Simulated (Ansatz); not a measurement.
## Single-point calculation, with input and output: Ir

Ir (slab, 5 atoms in the cell), computed with DFT PBE, scalar-relativistic, plane waves, PAW, no spin polarisation (Ansatz 0.2.0).

The structure derives from an entry of the Crystallography Open Database. It belongs to a series of runs on one base structure; here: (1 1 1) slab cut from the bulk. Figures and captions count atoms from 1; the log counts them from 0 in places.

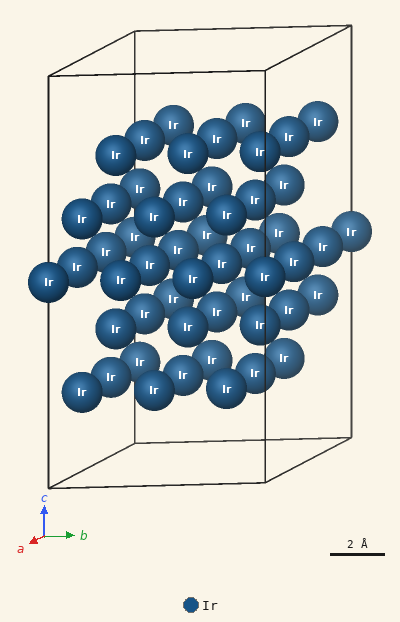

Fig. 1: The structure (spheres-only view of the 3 × 3 repeat of the cell, with the vacuum cut short, seen slightly off an axis). An atom can appear more than once, as a periodic image.

Results in brief

| quantity | value |
| --- | --- |
| outcome | converged |
| electrons treated | 85 |
| free energy | −59674.6883 eV |
| work function, top face | 5.55 eV |
| work function, bottom face | 5.55 eV |
| Fermi energy | 8.687 eV |
| gap on the k-point mesh | none (metallic) |
| work function (upper face) | 5.55 eV |
| largest force (length of the vector) | 0.479 eV/Å |
| hardware | 1 thread of Intel Xeon (Sapphire Rapids), 192 GiB of memory available, shared host |
| wall time | 24 s |
| peak memory | 0.5 GiB |

Warnings of the run: the exchange-correlation potential is rough where the density is thin. Spin–orbit coupling is left out, which matters for Ir.

Input file
```yaml
crystal:
  lattice:
    - [2.7369678024, 0.0, 0.0]
    - [-1.3684839012, 2.3702836462, 0.0]
    - [0.0, 0.0, 23.9388994111]
  atoms:
    - { symbol: Ir, position: [0.6666666667, 0.3333333333, 0.3132976112] }
    - { symbol: Ir, position: [0.3333333333, 0.6666666667, 0.4066488056] }
    - { symbol: Ir, position: [0.0, 0.0, 0.5] }
    - { symbol: Ir, position: [0.6666666667, 0.3333333333, 0.5933511944] }
    - { symbol: Ir, position: [0.3333333333, 0.6666666667, 0.6867023888] }
basis:
  ecutwfc: 420
kpoints:
  mp_grid: { grid: [15, 15, 1] }
hamiltonian:
  xc: pbe
scf:
  occupations: { method: gaussian, width: 0.1 }
output:
  forces: true
  stress: true
  eigenvalues: true
  write_density: true
  write_potential: true
  elf: true
  volumetric_format: npy
efield:
  axis: 3
  dipole_correction: true
  ramp_width: 0.04
```

Launch command:
```bash
ansatz run input.yaml --threads 1 --pin off --max-ram 2560MiB --backend cpu --events-out ev --progress --plain --runs-dir out
```

What the program printed
```
Engine: ansatz 0.2.0, x86_64-unknown-linux-gnu
Pseudopotentials: kind: paw
Pseudopotential: Ir, paw, valence charge 17, recommended cutoff 420 eV (normal), Ir.paw.azcp
Functional definition: PBE
  parameter kappa = 0.804
  parameter beta = 0.06672455060314922
  exchange = pbe_x(kappa = kappa, mu = beta*pi^2/3)
  correlation = pbe_c(beta = beta)
Crystal: 5 atoms, lattice volume = 155.301 Å³
Basis set: ecut = 420 eV, 3039 PW (Γ), exchange–correlation on 40×40×324 points (8 copies of the dense FFT grid, shifted against one another)
Bands: 51, of which v1, the nominal top of the filled ones, is band 43 counted from 1 (42 counted from 0)
Symmetry: 6 space group operations
k-points: 27 of 225 (time reversal used)
Non-local potential: Ir, projectors of the file, l = 0: 3, l = 1: 2, l = 2: 2, l = 3: 1
PAW form: soft (Blöchl's): semilocal exchange-correlation on the pseudo side does not see the compensation charge
PAW one-centre angular grid: Ir, 590 points (default); XC on 64 Gauss nodes
Initial density: superposition of atomic densities (neutral atoms: chi_scale 0, normalization atom), corrected by the library's trained network
Initial wavefunctions: pseudopotential atomic-orbital guess
Functional: x = pbe(κ = 0.804, μ = 0.2195149727645171), c = pbe(β = 0.06672455060314922)
SCF iter   1: F=—  HF=-59674.714427 eV  |F-HF|=—  |Δ(HF+E_count)|=         —  Δρ=9.80e-3  dr2=1.66e0  ethr=1.77e-3  p=0.000 e·Å  D=5.24e-13 V/Å  ΔV_dip=-0.00 eV  dr2_dipole=1.74e-6  V_vac-E_F(+/−)=5.24/5.24 eV  ⟨swp⟩=8.2  Hψ=5961  notcnv=0  defer=4
efield: sawtooth ramp at fractional position 0.9800 (placed from the atoms, in the widest stretch of the axis that holds none; the zero of the levels goes with the place), width 0.0400; the density the first Hamiltonian is built on has a dipole p = 0.000 e·Å; the dipole correction subtracts the counter field D = 5.24e-13 V/Å, which shifts the + side's vacuum level by -0.00 eV against the − side's; the planar-averaged density in the ramp window peaks in size at 4.6e-5 e/Å³
preconditioner: auto → LDOS  [metal: Δε(μ)=0.008 eV  Ē_g=6.116 eV  σ=0.100 eV  W_gap=0.05  n_scr=18 (ndim 8)  ℏωp=20.0 eV  f_vac=0.481  D(μ)=4.99/eV (n_scr^D=18)  β→1.0]
SCF iter   2: F=—  HF=-59674.702316 eV  |F-HF|=—  |Δ(HF+E_count)|=   1.21e-2  Δρ=6.74e-3  dr2=4.05e-1  ethr=1.77e-3  p=-0.000 e·Å  D=-3.08e-5 V/Å  ΔV_dip=0.00 eV  dr2_dipole=4.47e-6  V_vac-E_F(+/−)=5.48/5.48 eV  ⟨swp⟩=1.3  Hψ=1603  notcnv=0  defer=13
SCF iter   3: F=—  HF=-59674.688786 eV  |F-HF|=—  |Δ(HF+E_count)|=   1.35e-2  Δρ=9.97e-4  dr2=5.73e-3  ethr=4.76e-4  p=-0.000 e·Å  D=-1.07e-5 V/Å  ΔV_dip=0.00 eV  dr2_dipole=3.96e-7  V_vac-E_F(+/−)=5.51/5.51 eV  ⟨swp⟩=1.1  Hψ=1399  notcnv=0  defer=29
SCF iter   4: F=—  HF=-59674.688348 eV  |F-HF|=—  |Δ(HF+E_count)|=   4.38e-4  Δρ=2.14e-4  dr2=3.98e-4  ethr=6.74e-6  p=0.000 e·Å  D=3.90e-6 V/Å  ΔV_dip=-0.00 eV  dr2_dipole=4.22e-9  V_vac-E_F(+/−)=5.53/5.53 eV  ⟨swp⟩=2.1  Hψ=2016  notcnv=0  defer=29
SCF iter   5: F=—  HF=-59674.688368 eV  |F-HF|=—  |Δ(HF+E_count)|=   1.92e-5  Δρ=6.96e-5  dr2=6.56e-6  ethr=4.68e-7  p=0.000 e·Å  D=1.48e-6 V/Å  ΔV_dip=-0.00 eV  dr2_dipole=1.30e-8  V_vac-E_F(+/−)=5.54/5.54 eV  ⟨swp⟩=2.3  Hψ=1930  notcnv=0  defer=29
SCF iter   6: F=—  HF=-59674.688346 eV  |F-HF|=—  |Δ(HF+E_count)|=   2.18e-5  Δρ=2.63e-5  dr2=5.52e-6  ethr=7.72e-9  p=-0.000 e·Å  D=-3.73e-7 V/Å  ΔV_dip=0.00 eV  dr2_dipole=3.38e-11  V_vac-E_F(+/−)=5.54/5.54 eV  ⟨swp⟩=2.8  Hψ=2795  notcnv=0  defer=25
SCF iter   7: F=—  HF=-59674.688345 eV  |F-HF|=—  |Δ(HF+E_count)|=   7.05e-7  Δρ=1.30e-5  dr2=5.29e-7  ethr=6.50e-9  p=-0.000 e·Å  D=-1.10e-7 V/Å  ΔV_dip=0.00 eV  dr2_dipole=3.10e-12  V_vac-E_F(+/−)=5.54/5.54 eV  ⟨swp⟩=2.2  Hψ=2012  notcnv=0  defer=25
SCF iter   8: F=-59674.688345 eV  HF=-59674.688345 eV  |F-HF|=6.31e-8  |Δ(HF+E_count)|=   8.42e-8  Δρ=5.99e-6  dr2=7.17e-8  ethr=1.18e-10  p=-0.000 e·Å  D=-4.28e-8 V/Å  ΔV_dip=0.00 eV  dr2_dipole=1.28e-13  V_vac-E_F(+/−)=5.55/5.55 eV  ⟨swp⟩=18.2  Hψ=12269  notcnv=0
SCF 1 converged in 8 iterations: F = -59674.688345 eV  dr2 = 7.17e-8
  greatest PAW one-centre occupation: 1.000 electrons in one spin orbital (limit 2), on the Ir atom at site 2 (counted from 0), in its partial waves of l = 0
WARN: The output density's exchange-correlation potential varies sharply where the density is thin. Do not read a vacuum level from v_tot or v_xc, or from such a field of the output density. On a cell that repeats whose density bears no net charge and no dipole along the vacuum's axis use v_es (v_loc + v_h of the components); under efield.dipole_correction with no amplitude use v_es + v_field, which holds any external_charges[].barrier, or the levels of the report's work_function block, which leave it out; under a non-zero efield.amplitude the vacuum is tilted and has no level; on a cell that repeats and bears such a dipole with no correction it is tilted too, and efield.dipole_correction with no amplitude gives each side of its ramp a level where efield: is served; in a cell that repeats whose density bears a net charge (total_charge, or a fill off its count) it is curved and has none; of a slab under crystal.periodic whose density bears no net charge use v_es, which has a level on each side, short of where the two are joined; of another it falls or rises all the way out and has none; of a slab beside external_charges read slab_vacuum_level instead, which it has where they leave it neutral. The grid or the basis barely resolves most such structure, and the values can differ between equally converged runs; as a rule a tighter scf.convergence.dr2_threshold does not remove it. Where the density itself ripples (under the LDA too) a higher basis.ecutwfc lessens it. The files hold the spikes' plane waves up to the density's cutoff. Files: v_tot_of_output_density and the like, and their columns of v_z.tsv (output.write_potential); v_xc_of_output_density and the like, and their columns of v_comp_z.tsv (output.write_potential_components). Measured: with its Gaussian average of σ = 0.25 Å subtracted twice, the exchange-correlation potential is over 0.1 eV at 13 of the grid points where the equally averaged density (valence and model cores) is under 1e-3 e/Å³, and 0.131 eV at the most among them, at an averaged density of 1.7e-8 e/Å³. The input density's (outcome.potential() and, of a run that writes arrays, v_tot and v_xc) is over 0.1 eV, so measured, at 947 points of its own thin density, 0.276 eV at the most. See output.write_potential in the manual, Limitations
SCF converged after 8 iterations
Free energy (F): -59674.688345 eV
Harris-Foulkes:  -59674.688345 eV  (|F-HF|=6.31e-8)
Internal energy: -59674.661329 eV  (E = F + TS)
E sigma→0 (E₀):  -59674.674837 eV
Entropy (-TS):   -0.027016 eV (-5.403 meV/atom)
Fermi energy:    8.687082 eV
Dipole field:    D = -0.000001 V/Å  (p = -0.000001 e·Å, saw-weighted, corrected)
Work function:   Φ+ = 5.5463 eV   Φ− = 5.5463 eV
Levels:          The Fermi level and band energies are counted from a zero that moves with the ramp; work functions are not
--- Per-component energies (eV) ---
  E_band       = -1833.361870
  E_kinetic    = 3104.812950
  E_local      = -122429.459579  (includes V_loc(G=0)·N_el)
  E_nonlocal   = 363.958240
  E_hartree    = 59889.870567
  E_xc         = -1334.869994
  E_vxc        = -1493.653214  (∫ρ·V_xc dr)
  E_paw        = -46116.549361  (= ΣΔE_a)
  E_vpaw       = -1158.830376  (= ΣTr[D̂ρ^β])
  E_aug_tail   = 0.000275  (compensation charges beyond the density's cutoff)
  E_efield     = 0.000000  (sawtooth field / dipole correction)
  E_vefield    = 0.000000  (∫n·V_field dr)
  E_ewald      = 46847.575572
  E_smearing   = -0.027016  (= −TS)
  E_closure    = -0.000000  (closes the sum)
  Σ components = -59674.688345   (vs F -59674.688345, Δ=0.00e0)
--- Forces (eV/Å), atoms counted from 1 ---
  atom   1  Ir     0.00000000    -0.00000000     0.47908753
  atom   2  Ir     0.00000000    -0.00000000    -0.34255499
  atom   3  Ir     0.00000000     0.00000000    -0.00000190
  atom   4  Ir     0.00000000     0.00000000     0.34255759
  atom   5  Ir    -0.00000000     0.00000000    -0.47908964
  max |Σ_I F_I| component: 1.42e-6 eV/Å
--- Stress (GPa, compression-positive) ---
       -4.757555       0.000000       0.000000
       -0.000000      -4.757555       0.000000
       -0.000000       0.000000      -2.838541
  P = ⅓ Tr σ = -4.1179 GPa (-41.179 kbar)
--- Band table (eV; the first three rows and the last of 27) ---
  k-point 0: bands = ["-84.1010", "-84.0901", "-84.0505", "-83.5354", "-83.5354", "-41.2512", "-41.0195", "-40.7599", "-40.7013", "-40.7013", "-40.6825", "-40.6825", "-40.6132", "-40.6132", "-40.2685", "-40.2614", "-40.1576", "-40.1576", "-40.1576", "-40.1576", "-1.7360", "-0.6885", "0.4927", "1.1111", "1.1767", "4.7266", "4.8097", "4.9898", "4.9898", "5.1584", "5.1584", "5.2342", "5.2569", "5.2569", "5.8257", "5.8257", "5.8763", "5.8763", "6.1587", "7.5381", "7.5381", "7.6843", "7.6843", "8.2553", "8.2553", "8.2813", "8.8698", "9.0202", "9.0202", "9.4826", "9.4826"]
  k-point 1: bands = ["-84.0989", "-84.0884", "-84.0491", "-83.5337", "-83.5337", "-41.2434", "-41.0176", "-40.7716", "-40.7246", "-40.7084", "-40.6964", "-40.6885", "-40.6371", "-40.6181", "-40.2660", "-40.2600", "-40.1812", "-40.1811", "-40.1634", "-40.1634", "-1.5665", "-0.5235", "0.6603", "1.2751", "1.3475", "4.5641", "4.6391", "4.8634", "5.1210", "5.1475", "5.1684", "5.2545", "5.2844", "5.3928", "5.7324", "5.8006", "5.9354", "6.0077", "6.0133", "7.3234", "7.3597", "7.7132", "7.7512", "7.7786", "8.0947", "8.2623", "8.6198", "9.0255", "9.4957", "9.6695", "10.4112"]
  k-point 2: bands = ["-84.0932", "-84.0836", "-84.0453", "-83.5290", "-83.5290", "-41.2212", "-41.0144", "-40.8226", "-40.7880", "-40.7280", "-40.7206", "-40.7054", "-40.7000", "-40.6319", "-40.2618", "-40.2596", "-40.2453", "-40.2433", "-40.1796", "-40.1796", "-1.0811", "-0.0603", "1.1213", "1.7242", "1.8195", "4.1149", "4.3583", "4.5304", "4.8258", "5.0313", "5.2624", "5.4559", "5.5435", "5.5640", "5.6933", "5.7878", "5.8184", "6.2085", "6.3887", "6.8563", "7.1686", "7.2269", "7.3579", "7.7488", "8.0264", "8.2788", "9.0348", "9.1801", "9.5300", "10.6097", "11.6754"]
  k-point 26: bands = ["-84.0457", "-84.0457", "-84.0175", "-83.4919", "-83.4919", "-41.1560", "-41.1261", "-41.1261", "-41.0737", "-41.0376", "-41.0376", "-40.8532", "-40.8532", "-40.8221", "-40.5366", "-40.5359", "-40.5134", "-40.5134", "-40.2209", "-40.2209", "2.7379", "2.7940", "2.7940", "3.3949", "3.3949", "3.4162", "3.6578", "3.9371", "3.9371", "4.6954", "5.0189", "5.0189", "5.8203", "5.8638", "5.8755", "5.8755", "6.9853", "6.9853", "7.3084", "7.5386", "8.7017", "8.7017", "9.1060", "9.1941", "9.1941", "14.0005", "14.0005", "14.1808", "14.8795", "14.8795", "15.8576"]
```

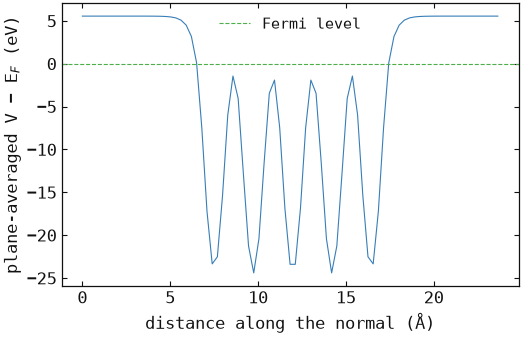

Fig. 2: Plane average of the electrostatic potential energy of an electron across the cell, from the Fermi level. The vacuum level lies 5.55 eV above the Fermi level.

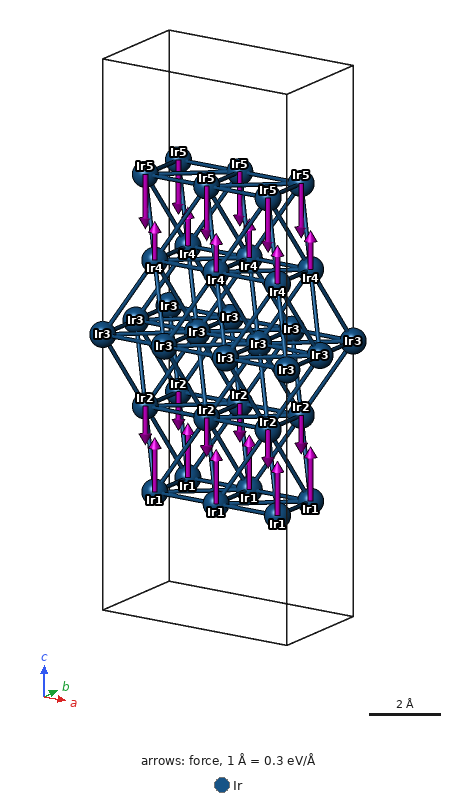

Fig. 3: Forces on the atoms as pink arrows (ball-and-stick view of the 3 × 2 repeat of the cell, with the vacuum cut short, seen slightly off an axis; atoms are numbered from 1 in the order of the input). The largest act on Ir1, Ir5 (0.48 eV/Å); Ir2, Ir4 (0.34 eV/Å). The geometry is not a stationary point of this energy.

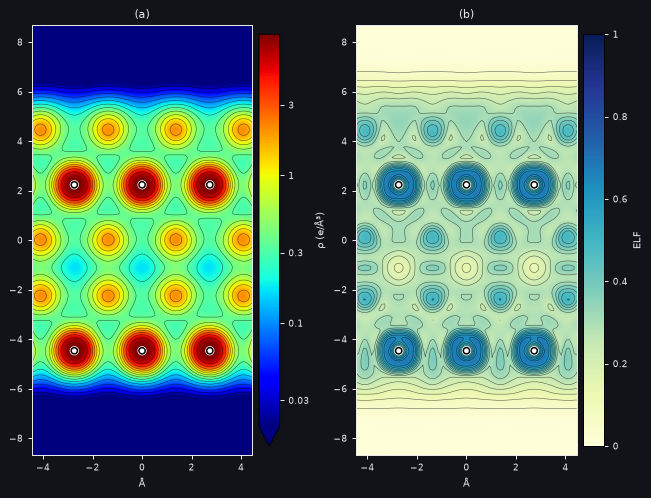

Fig. 4: (a) valence charge density (pseudo); (b) electron localisation function on the (11̄0) plane of the calculation cell, a cut from vacuum to vacuum. Circles mark the nuclei in the plane (Ir). The section cuts through Ir sites. Ir–Ir (2.74 Å): ρ at the midpoint is about 0.43 e/Å³; the ELF is about 0.35 at the midpoint, as expected for nearly free electrons, as in a simple metal. The density dies away to nearly zero in the vacuum. The strong features right at Ir lie inside the PAW spheres (semicore, d or f shells) and say nothing about bonding. Core electrons are frozen (PAW), so the fields are smoothed inside the atomic spheres.

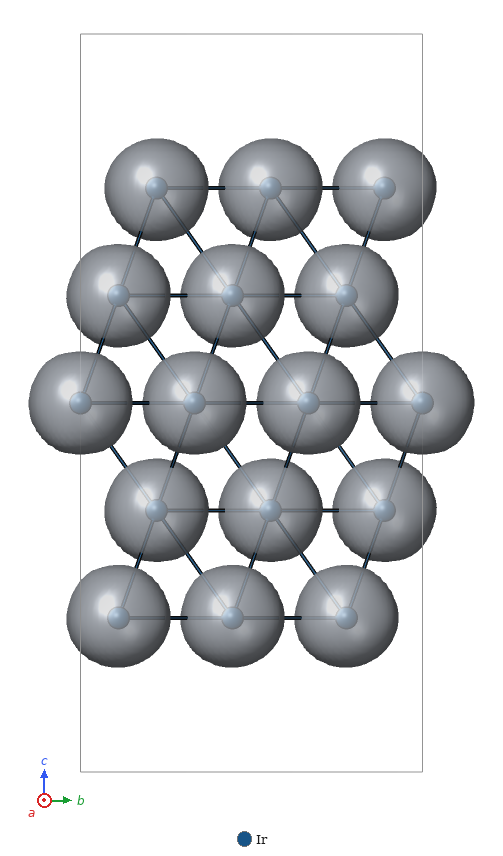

Fig. 5: Isosurface of the valence pseudo-density at 0.6 e/Å³ (grey), seen along the a axis. Sticks mark near contacts. At this value the density breaks into separate islands; it holds about 80 % of the electrons treated as valence (semicore included). It is pinched off along the Ir–Ir (2.74 Å) contacts. On the grid the lowest density along these lines, outside the cores, is 0.43 e/Å³ (Ir–Ir, 2.74 Å).
